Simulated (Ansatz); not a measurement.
A series of calculations on ZnS

## 1. Relaxation

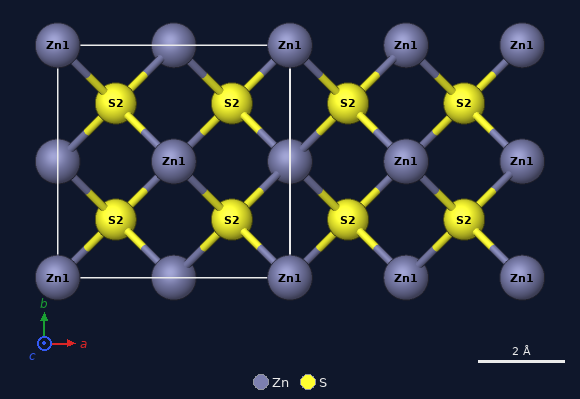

This is the input geometry for a relaxation of a crystal of ZnS (set up in F-43m). Style: ball-and-stick. Shown: the conventional cell (4 times the calculation's cell), repeated 2 × 1 × 1 with one cell outlined, along the c axis. Lengths and directions refer to the drawn axes.

Case: relaxed at 6 GPa.

Computed with DFT PBE, scalar-relativistic, plane waves, PAW (Ansatz).

Input
```yaml
crystal:
  lattice:
    - [0.0, 2.7216977295, 2.7216977295]
    - [2.7216977295, 0.0, 2.7216977295]
    - [2.7216977295, 2.7216977295, 0.0]
  atoms:
    - { symbol: Zn, position: [0.0, 0.0, 0.0] }
    - { symbol: S, position: [0.75, 0.75, 0.75] }
basis:
  ecutwfc: 420
kpoints:
  mp_grid: { grid: [10, 10, 10] }
hamiltonian:
  xc: pbe
scf:
  occupations: { method: fixed }
output:
  forces: true
  stress: true
  eigenvalues: true
  write_density: true
  write_potential: true
  elf: true
  volumetric_format: npy
relax:
  adjacent_minimum: "off"
  f_tol: 0.001
  max_steps: 60
  cell: { stress_tol: 0.02, p_target: 6.0 }
```

Command:
```bash
ansatz run input.yaml --threads 1 --pin off --max-ram 3072MiB --backend cpu --events-out ev --progress --plain --runs-dir out
```

Predict the outcome.

The atoms keep their places relative to the cell (all moves are under 0.005 Å). The volume changes by −7.0 %, with a = b = c 5.443 → 5.312 Å (−2.4 %). Among the contacts that change: Zn1–S2 2.357 → 2.300 Å. The space group stays F-43m (No. 216). Over 3 accepted moves (4 points after the start) the energy rises by 49.8 meV per cell of the calculation. With the target pressure of 6 GPa, the enthalpy E + pV changes by −56.7 meV per cell of the calculation. All forces vanish by symmetry, so only the cell relaxes. Pressure: 0.01 GPa at the start and 5.99 GPa at the end. The SCF was repeated once at an unchanged geometry on a basis and grid sized afresh for the cell, which shifted the energy by 1.1 meV per cell of the calculation at most. The run took 24 s on 1 thread of Intel(R) Xeon(R) Platinum 8259CL CPU @ 2.50GHz (Skylake/Cascade Lake), with other jobs on the host, peak memory 0.4 GiB.

History of the run:

```
step  E − E(0), meV/atom  pressure, GPa  volume, Å³/atom                      note
   0                0.00           0.01           20.161                          
   1               10.95           3.88           19.182                          
   2               26.43           6.28           18.684                          
   3               24.31           5.99           18.740                          
   4               24.88           5.99           18.740  same geometry, new basis
```

The end point in the same view:

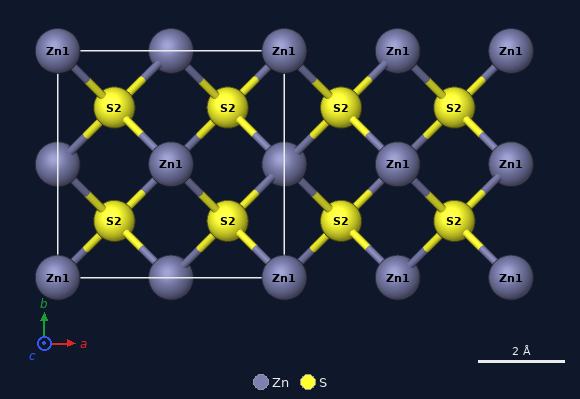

## 2. Relaxation

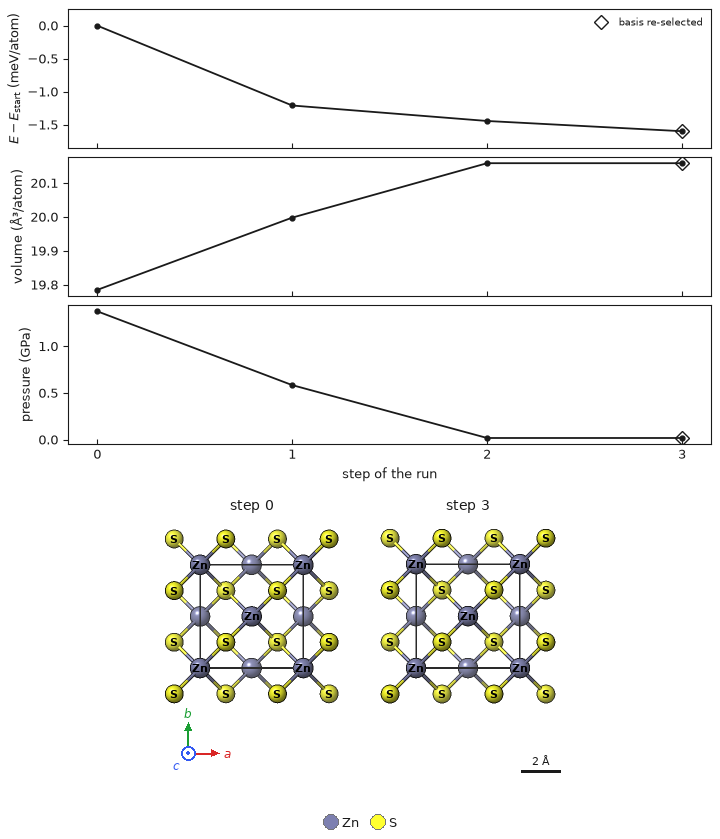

First and last geometry of a relaxation of a crystal of ZnS (set up in F-43m), with the history of the run. The picture is a ball-and-stick view of the conventional cell (4 times the calculation's cell), seen along the c axis. Lengths and directions refer to the drawn axes.

Computed with Ansatz, DFT PBE, scalar-relativistic, plane waves, PAW.

The input:
```yaml
crystal:
  lattice:
    - [0.0, 2.70465, 2.70465]
    - [2.70465, 0.0, 2.70465]
    - [2.70465, 2.70465, 0.0]
  atoms:
    - { symbol: Zn, position: [0.0, 0.0, 0.0] }
    - { symbol: S, position: [0.75, 0.75, 0.75] }
basis:
  ecutwfc: 420
kpoints:
  mp_grid: { grid: [10, 10, 10] }
hamiltonian:
  xc: pbe
scf:
  occupations: { method: gaussian, width: 0.02 }
output:
  forces: true
  stress: true
  eigenvalues: true
relax:
  adjacent_minimum: "off"
  f_tol: 0.005
  max_steps: 80
  cell: { stress_tol: 0.05 }
```

Launched with:
```bash
ansatz run input.yaml --threads 2 --pin off --max-ram 5120MiB --backend cpu --events-out ev --progress --plain --runs-dir out
```

### Read the history and describe the run.

It converged. No atom moves by more than 0.005 Å relative to the cell. The drawn cell changes as follows: a = b = c 5.409 → 5.443 Å (+0.6 %); the volume changes by +1.9 %. Among the contacts that change: Zn1–S2 2.342 → 2.357 Å. The space group stays F-43m (No. 216). After 2 accepted moves (3 points after the start) the energy has fallen by 1.6 meV per atom. All forces vanish by symmetry, so only the cell relaxes. The pressure goes from 1.37 to 0.02 GPa. The SCF was repeated once at an unchanged geometry on a basis and grid sized afresh for the cell, which shifted the energy by 0.2 meV per atom at most.

```tsv
step	E − E(0), meV/atom	pressure, GPa	volume, Å³/atom	note
0	0.00	1.37	19.785	
1	-1.21	0.58	19.998	
2	-1.44	0.02	20.158	
3	-1.60	0.02	20.158	same geometry, new basis
```

## 3. Energy map

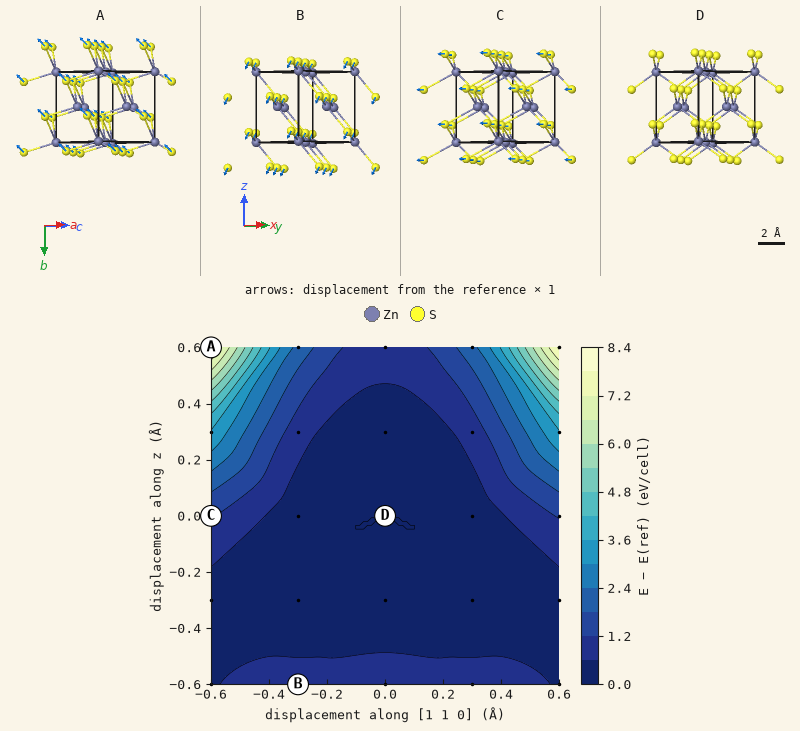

A crystal of ZnS (F-43m): the S atom (one in each cell of 2 atoms) is moved over the plane of the Cartesian directions [1 1 0] and z, all else fixed. The map is interpolated between the computed points (dots). The lettered frames are marked on it. Style: ball-and-stick. Shown: the conventional cell (4 times the calculation's cell), nearly along the normal of the scanned plane. Blue arrows: displacements from the reference. Lengths and directions refer to the drawn axes.

Method: DFT PBE, scalar-relativistic, plane waves, PAW in Ansatz. Settings: plane-wave cutoff 420 eV; k-point mesh 8 × 8 × 8; occupations gaussian; smearing width 0.05 eV; no spin polarisation. Energies (free energies at the smearing named) are counted from the relaxed crystal.

Question: Where is the lowest point of the map, and what else does it tell?

Answer: In pairs of (displacement along [1 1 0] (Å); displacement along z (Å)): the lowest computed point lies at (0.00, 0.00) (0.00 eV/cell), the highest at (−0.60, 0.60), (0.60, 0.60) (7.91 eV/cell). The frames lie at A (−0.60, 0.60): 7.91 eV/cell, B (−0.30, −0.60): 0.77 eV/cell, C (−0.60, 0.00): 1.25 eV/cell, D (0.00, 0.00): 0.00 eV/cell.
